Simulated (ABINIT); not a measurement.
**Bethe–Salpeter calculation of BP (part 2 of 2)**

BP (F-43m, 2 atoms in the cell); Kohn-Sham DFT of a periodic cell, LDA, HGH LDA, GW-BSE, no spin polarisation (ABINIT 10.8.3); cutoff 653.07 eV, 5×5×5 k-mesh, fixed occupations. The structure derives from an entry of the Crystallography Open Database.

Geometry of the input (Å; fractional positions):
```
0.0000  2.2690  2.2690
2.2690  0.0000  2.2690
2.2690  2.2690  0.0000
P  0.7500  0.7500  0.7500
B  0.0000  0.0000  0.0000
```

Log, continued
```
 Mean square residual over all n,k,spin=   10.253E-18; max=  99.297E-18
 reduced coordinates (array xred) for    2 atoms
       0.750000000000      0.750000000000      0.750000000000
       0.000000000000      0.000000000000      0.000000000000
 rms dE/dt=  0.0000E+00; max dE/dt=  0.0000E+00; dE/dt below (all hartree)
    1       0.000000000000      0.000000000000      0.000000000000
    2       0.000000000000      0.000000000000      0.000000000000

 cartesian coordinates (angstrom) at end:
    1      3.40350000000000     3.40350000000000     3.40350000000000
    2      0.00000000000000     0.00000000000000     0.00000000000000

 cartesian forces (hartree/bohr) at end:
    1     -0.00000000000000    -0.00000000000000    -0.00000000000000
    2     -0.00000000000000    -0.00000000000000    -0.00000000000000
 frms,max,avg= 0.0000000E+00 0.0000000E+00   0.000E+00  0.000E+00  0.000E+00 h/b

 cartesian forces (eV/Angstrom) at end:
    1     -0.00000000000000    -0.00000000000000    -0.00000000000000
    2     -0.00000000000000    -0.00000000000000    -0.00000000000000
 frms,max,avg= 0.0000000E+00 0.0000000E+00   0.000E+00  0.000E+00  0.000E+00 e/A
 length scales=  1.000000000000  1.000000000000  1.000000000000 bohr
              =  0.529177210544  0.529177210544  0.529177210544 angstroms
 Fermi (or HOMO) energy (hartree) =   0.35122   Average Vxc (hartree)=  -0.39766
 Eigenvalues (hartree) for nkpt=  10  k points:
 kpt#   1, nband=  4, wtk=  0.00800, kpt=  0.0000  0.0000  0.0000 (reduced coord)
  -0.21463    0.35122    0.35122    0.35122
 prteigrs : prtvol=0 or 1, do not print more k-points.

--- !EnergyTerms
iteration_state     : {dtset: 1, }
comment             : Components of total free energy in Hartree
kinetic             :  4.75310854585040E+00
hartree             :  6.30389996823071E-01
xc                  : -2.80807898768610E+00
Ewald energy        : -1.04916197636976E+01
psp_core            : -1.54678602612249E-01
local_psp           : -3.00176545308806E+00
non_local_psp       :  1.56857552188435E+00
total_energy        : -9.50406874252618E+00
total_energy_eV     : -2.58618885461235E+02
band_energy         :  9.13489919584099E-01
...

 Cartesian components of stress tensor (hartree/bohr^3)
  sigma(1 1)=  2.69005776E-04  sigma(3 2)=  0.00000000E+00
  sigma(2 2)=  2.69005776E-04  sigma(3 1)=  0.00000000E+00
  sigma(3 3)=  2.69005776E-04  sigma(2 1)=  0.00000000E+00

-Cartesian components of stress tensor (GPa)         [Pressure= -7.9144E+00 GPa]
- sigma(1 1)=  7.91442316E+00  sigma(3 2)=  0.00000000E+00
- sigma(2 2)=  7.91442316E+00  sigma(3 1)=  0.00000000E+00
- sigma(3 3)=  7.91442316E+00  sigma(2 1)=  0.00000000E+00

================================================================================
== DATASET  2 ==================================================================

--- !DatasetInfo
iteration_state: {dtset: 2, }
dimensions: {natom: 2, nkpt: 125, mband: 14, nsppol: 1, nspinor: 1, nspden: 1, mpw: 903, }
cutoff_energies: {ecut:  24.0, pawecutdg:  -1.0, }
electrons: {nelect:   8.00000000E+00, charge:   0.00000000E+00, occopt:   1.00000000E+00, tsmear:   1.00000000E-02, }
meta: {optdriver: 0, ionmov: 0, optcell: 0, iscf: -2, paral_kgb: 0, }
...

 mkfilename : getden/=0, take file _DEN from output of DATASET   1.

 Exchange-correlation functional for the present dataset will be:
  LDA: Perdew-Wang 92 LSD fit to Ceperley-Alder data - ixc=7
  J.P.Perdew and Y.Wang, PRB 45, 13244 (1992)

 Real(R)+Recip(G) space primitive vectors, cartesian coordinates (Bohr,Bohr^-1):
 R(1)=  0.0000000  4.2877886  4.2877886  G(1)= -0.1166102  0.1166102  0.1166102
 R(2)=  4.2877886  0.0000000  4.2877886  G(2)=  0.1166102 -0.1166102  0.1166102
 R(3)=  4.2877886  4.2877886  0.0000000  G(3)=  0.1166102  0.1166102 -0.1166102
 Unit cell volume ucvol=  1.5766311E+02 bohr^3
 Angles (23,13,12)=  6.00000000E+01  6.00000000E+01  6.00000000E+01 degrees

 getcut: wavevector=  0.0000  0.0000  0.0000  ngfft=  30  30  30
         ecut(hartree)=     24.000   => boxcut(ratio)=   2.24587

 getcut : COMMENT -
  Note that boxcut > 2.2 ; recall that boxcut=Gcut(box)/Gcut(sphere) = 2
  is sufficient for exact treatment of convolution.
  Such a large boxcut is a waste : you could raise ecut
  e.g. ecut=   30.263529 Hartrees makes boxcut=2

--------------------------------------------------------------------------------

================================================================================
 Non-SCF case, kpt    1 (  0.02200  0.04200  0.06200), residuals and eigenvalues=
  1.89E-13  1.21E-13  3.67E-13  1.50E-13  5.80E-13  3.75E-13  3.76E-13  7.25E-13
  9.39E-13  3.32E-13  4.10E-13  6.56E-12  8.78E-12  1.42E-11
 -2.1275E-01  3.3904E-01  3.4292E-01  3.4908E-01  4.7444E-01  4.8300E-01
  4.8536E-01  6.2393E-01  7.6954E-01  7.7860E-01  7.9374E-01  9.2426E-01
  9.2666E-01  9.4223E-01
 prteigrs : prtvol=0 or 1, do not print more k-points.

--- !ResultsGS
iteration_state: {dtset: 2, }
comment   : Summary of ground state results
lattice_vectors:
- [  0.0000000,   4.2877886,   4.2877886, ]
- [  4.2877886,   0.0000000,   4.2877886, ]
- [  4.2877886,   4.2877886,   0.0000000, ]
lattice_lengths: [   6.06385,    6.06385,    6.06385, ]
lattice_angles: [ 60.000,  60.000,  60.000, ] # degrees, (23, 13, 12)
lattice_volume:   1.5766311E+02
convergence: {deltae:  0.000E+00, res2:  0.000E+00, residm:  9.973E-13, diffor:  0.000E+00, }
etotal    :  -9.50406874E+00
entropy   :   0.00000000E+00
fermie    :   3.51217302E-01
cartesian_stress_tensor: null
pressure_GPa: null
xred      :
- [  7.5000E-01,   7.5000E-01,   7.5000E-01,  P]
- [  0.0000E+00,   0.0000E+00,   0.0000E+00,  B]
cartesian_forces: null
force_length_stats: {min: null, max: null, mean: null, }
...

 Integrated electronic density in atomic spheres:
 ------------------------------------------------
 Atom  Sphere_radius  Integrated_density
    1        2.00000          2.93247801
    2        2.00000          2.70317114
================================================================================

 ----iterations are completed or convergence reached----

 Mean square residual over all n,k,spin=   43.085E-14; max=  99.729E-14
 reduced coordinates (array xred) for    2 atoms
       0.750000000000      0.750000000000      0.750000000000
       0.000000000000      0.000000000000      0.000000000000

 cartesian coordinates (angstrom) at end:
    1      3.40350000000000     3.40350000000000     3.40350000000000
    2      0.00000000000000     0.00000000000000     0.00000000000000
 length scales=  1.000000000000  1.000000000000  1.000000000000 bohr
              =  0.529177210544  0.529177210544  0.529177210544 angstroms
 Eigenvalues (hartree) for nkpt= 125  k points:
 kpt#   1, nband= 14, wtk=  0.00800, kpt=  0.0220  0.0420  0.0620 (reduced coord)
  -0.21275    0.33904    0.34292    0.34908    0.47444    0.48300    0.48536    0.62393
   0.76954    0.77860    0.79374    0.92426    0.92666    0.94223
 prteigrs : prtvol=0 or 1, do not print more k-points.

================================================================================
== DATASET  3 ==================================================================

--- !DatasetInfo
iteration_state: {dtset: 3, }
dimensions: {natom: 2, nkpt: 125, mband: 8, nsppol: 1, nspinor: 1, nspden: 1, mpw: 903, }
cutoff_energies: {ecut:  24.0, pawecutdg:  -1.0, }
electrons: {nelect:   8.00000000E+00, charge:   0.00000000E+00, occopt:   1.00000000E+00, tsmear:   1.00000000E-02, }
meta: {optdriver: 99, bs_calctype: 1, bs_algorithm: 1, }
...

 mkfilename : getwfk/=0, take file _WFK from output of DATASET   2.

 mkfilename : getden/=0, take file _DEN from output of DATASET   1.

 Exchange-correlation functional for the present dataset will be:
  LDA: Perdew-Wang 92 LSD fit to Ceperley-Alder data - ixc=7
  J.P.Perdew and Y.Wang, PRB 45, 13244 (1992)

 Exciton: Calculation of dielectric properties by solving the Bethe-Salpeter equation
 in frequency domain and reciprocal space on a transitions basis set.
 Based on a program developed by L. Reining, V. Olevano, F. Sottile,
 S. Albrecht, and G. Onida. Incorporated in ABINIT by M. Giantomassi.

 Real(R)+Recip(G) space primitive vectors, cartesian coordinates (Bohr,Bohr^-1):
 R(1)=  0.0000000  4.2877886  4.2877886  G(1)= -0.1166102  0.1166102  0.1166102
 R(2)=  4.2877886  0.0000000  4.2877886  G(2)=  0.1166102 -0.1166102  0.1166102
 R(3)=  4.2877886  4.2877886  0.0000000  G(3)=  0.1166102  0.1166102 -0.1166102
 Unit cell volume ucvol=  1.5766311E+02 bohr^3
 Angles (23,13,12)=  6.00000000E+01  6.00000000E+01  6.00000000E+01 degrees
--------------------------------------------------------------------------------

 ==== K-mesh for the wavefunctions ====
 Number of points in the irreducible wedge :   125
 Reduced coordinates and weights :

     1)     2.20000000E-02  4.20000000E-02  6.20000000E-02       0.00800
     2)     2.22000000E-01  4.20000000E-02  6.20000000E-02       0.00800
     3)     4.22000000E-01  4.20000000E-02  6.20000000E-02       0.00800
     4)    -3.78000000E-01  4.20000000E-02  6.20000000E-02       0.00800
   [... 121 further points ...]

 Together with 24 symmetry operations and time-reversal symmetry
 yields   125 points in the full Brillouin Zone.

 ==== Q-mesh for the screening function ====
 Number of points in the irreducible wedge :    10
 Reduced coordinates and weights :

     1)     0.00000000E+00  0.00000000E+00  0.00000000E+00       0.00800
     2)     2.00000000E-01  0.00000000E+00  0.00000000E+00       0.06400
     3)     4.00000000E-01  0.00000000E+00  0.00000000E+00       0.06400
     4)     2.00000000E-01  2.00000000E-01  0.00000000E+00       0.04800
     5)     4.00000000E-01  2.00000000E-01  0.00000000E+00       0.19200
     6)    -4.00000000E-01  2.00000000E-01  0.00000000E+00       0.19200
     7)    -2.00000000E-01  2.00000000E-01  0.00000000E+00       0.09600
     8)     4.00000000E-01  4.00000000E-01  0.00000000E+00       0.04800
     9)    -4.00000000E-01  4.00000000E-01  0.00000000E+00       0.09600
    10)    -4.00000000E-01  4.00000000E-01  2.00000000E-01       0.19200

 Together with 24 symmetry operations and time-reversal symmetry
 yields   125 points in the full Brillouin Zone.

 vcoul_init : cutoff-mode = AUXILIARY_FUNCTION
 q-points for optical limit:   1
     1)      0.000010    0.000020    0.000030
 setmesh: FFT mesh size selected  =    20x   20x   20
          total number of points  =         8000

 ==== Fundamental parameters for the solution of the Bethe-Salpeter equation: ====
 Algorithm: Direct diagonalization.
 Dimension of the v, W matrices,  npweps  = 59
 Cutoff for the wavefunctions,    npwwfn  = 893
 Number of k-points in the IBZ,   nkibz   = 125
 Highest empty band included,     nband   = 8
 === Spin UP ===
 Number of resonant transitions          2000
 Lowest occupied state                   1
 Highest occupied state                  4
 Lowest unoccupied state                 5
 Highest unoccupied state                8
 Minimum frequency [eV]           Emin    =   0.00
 Maximum frequency [eV]           Emax    =  11.00
 Frequency step [eV]              dE      =   0.05
 Lorentzian broadening [eV]       eta     =   0.20
 RPA L0 with KS energies and KS wavefunctions
 Scissors operator energy [eV] =          1.00
 Local fields effects (v term) included
 Excitonic effects (W term) included
 Full W_GG' included
 W is approximated with the model dielectric function
 Resonant-only calculation (Hermitian case)

 Calculating epsilon_Macro(q-->0,w), along the following directions:
 q = (  0.787994  0.000000  0.000000) [r.l.u.]
 q = (  0.000000  0.787994  0.000000) [r.l.u.]
 q = (  0.000000  0.000000  0.787994) [r.l.u.]
 q = (  0.000000  0.682423  0.682423) [r.l.u.]
 q = (  0.682423  0.000000  0.682423) [r.l.u.]
 q = (  0.682423  0.682423  0.000000) [r.l.u.]
 Number of electrons calculated from density =    8.0000; Expected =    8.0000
 average of density, n =  0.050741
 r_s =    1.6757
 omega_plasma =   21.7288 [eV]

 Direct diagonalization of the resonant excitonic Hamiltonian, Matrix size= 2000
 Excitonic eigenvalues in eV up to n=   32
   4.11757   4.27469   4.34619   4.38734   4.40244   4.50798   4.58798   4.62322
   4.63299   4.67711   4.70812   4.87984   4.92503   4.94389   5.01938   5.02231
   5.03126   5.14321   5.19755   5.21102   5.22262   5.24607   5.25138   5.28787
   5.31059   5.34542   5.37396   5.40336   5.41706   5.43511   5.44144   5.46757

 First excitonic eigenvalue=    4.12 [eV]
 Last  excitonic eigenvalue=   24.20 [eV]

 GW  direct gap       4.41  0.00 [eV]
 EXC direct gap       4.12  0.00 [eV]
 EXC binding energy   0.29  0.00 [eV]

 Excitonic eigenvalues up to the GW energy gap [eV]
  1 (  4.12  0.00)
  2 (  4.27  0.00)
  3 (  4.35  0.00)
  4 (  4.39  0.00)
  5 (  4.40  0.00)

 Macroscopic dielectric function:
 omega [eV] <KS_RPA_nlf>  <GW_RPA_nlf>  <BSE>
   0.0000  10.3845   0.0000   8.9906   0.0000   9.9650   0.0000
   0.0500  10.3853   0.0061   8.9911   0.0036   9.9657   0.0051
   0.1000  10.3876   0.0123   8.9924   0.0073   9.9676   0.0103
   0.1500  10.3914   0.0184   8.9947   0.0109   9.9708   0.0154
   0.2000  10.3967   0.0246   8.9978   0.0145   9.9753   0.0206
   0.2500  10.4036   0.0308   9.0019   0.0182   9.9810   0.0258
   0.3000  10.4120   0.0370   9.0069   0.0219   9.9881   0.0310
   0.3500  10.4220   0.0433   9.0128   0.0255   9.9964   0.0362
   0.4000  10.4335   0.0496   9.0196   0.0292  10.0061   0.0415
   0.4500  10.4466   0.0560   9.0274   0.0330  10.0171   0.0468

 Writing KS-RPA macroscopic dielectric function without local fields to file: runo_DS3_RPA_NLF_MDF
 Writing GW-RPA macroscopic dielectric function without local fields to file: runo_DS3_GW_NLF_MDF
 Writing EXC Macroscopic dielectric function to file: runo_DS3_EXC_MDF

== END DATASET(S) ==============================================================
================================================================================

 -outvars: echo values of variables after computation  --------
            acell      1.0000000000E+00  1.0000000000E+00  1.0000000000E+00 Bohr
           etotal1    -9.5040687425E+00
           etotal3     0.0000000000E+00
            fcart1    -0.0000000000E+00 -0.0000000000E+00 -0.0000000000E+00
                      -0.0000000000E+00 -0.0000000000E+00 -0.0000000000E+00
            fcart3     0.0000000000E+00  0.0000000000E+00  0.0000000000E+00
                       0.0000000000E+00  0.0000000000E+00  0.0000000000E+00
            rprim      0.0000000000E+00  4.2877885797E+00  4.2877885797E+00
                       4.2877885797E+00  0.0000000000E+00  4.2877885797E+00
                       4.2877885797E+00  4.2877885797E+00  0.0000000000E+00
           strten1     2.6900577553E-04  2.6900577553E-04  2.6900577553E-04
                       0.0000000000E+00  0.0000000000E+00  0.0000000000E+00
           strten3     0.0000000000E+00  0.0000000000E+00  0.0000000000E+00
                       0.0000000000E+00  0.0000000000E+00  0.0000000000E+00
           xangst      3.4035000000E+00  3.4035000000E+00  3.4035000000E+00
                       0.0000000000E+00  0.0000000000E+00  0.0000000000E+00
             xred      7.5000000000E-01  7.5000000000E-01  7.5000000000E-01
                       0.0000000000E+00  0.0000000000E+00  0.0000000000E+00
 Calculation completed.
```

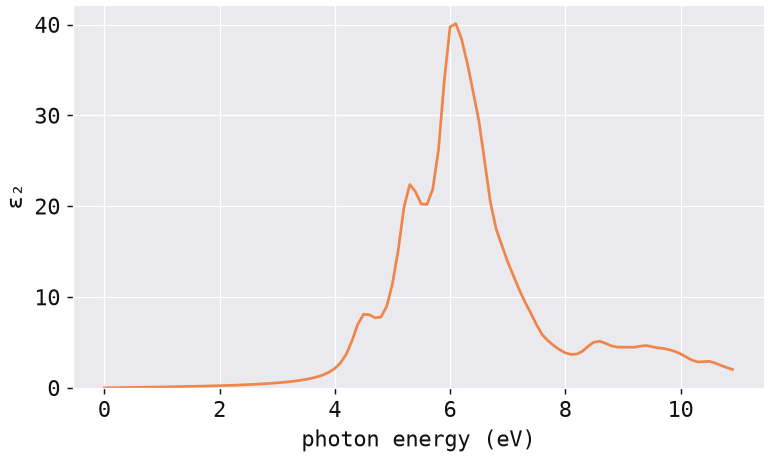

*Imaginary part of the dielectric function (first component that the program prints).*

The highest peak, 40.1, lies at 6.10 eV.

Results in brief

- outcome: converged
- space group (tolerance 0.01 Å): F-43m (216)
- electrons treated: 8
- free energy: −258.6189 eV
- Fermi energy: 9.557 eV
- pressure: −7.91 GPa
- largest force (length of the vector): under 0.001 eV/Å
- wall time: 2.7 min
- peak memory: 0.29 GiB

Remarks

The record of the run, not the program, notes: Wrong value for nkref: nkref= 125 nkbz= 6000 nkbzmx =6000; Hacking the rottb tables!; Im epsilon for omega= #eV is not yet zero, epsilon_2= # Kramers Kronig test could give wrong results; Im epsilon for omega= # eV is not yet zero, epsilon_2= # f-sum rule test could give wrong results. Points of doubt noted for this run: cutoff too low for stress; k mesh coarse for spectra. The cell is under a tension of 7.9 GPa at this level, so it is not at its equilibrium volume.
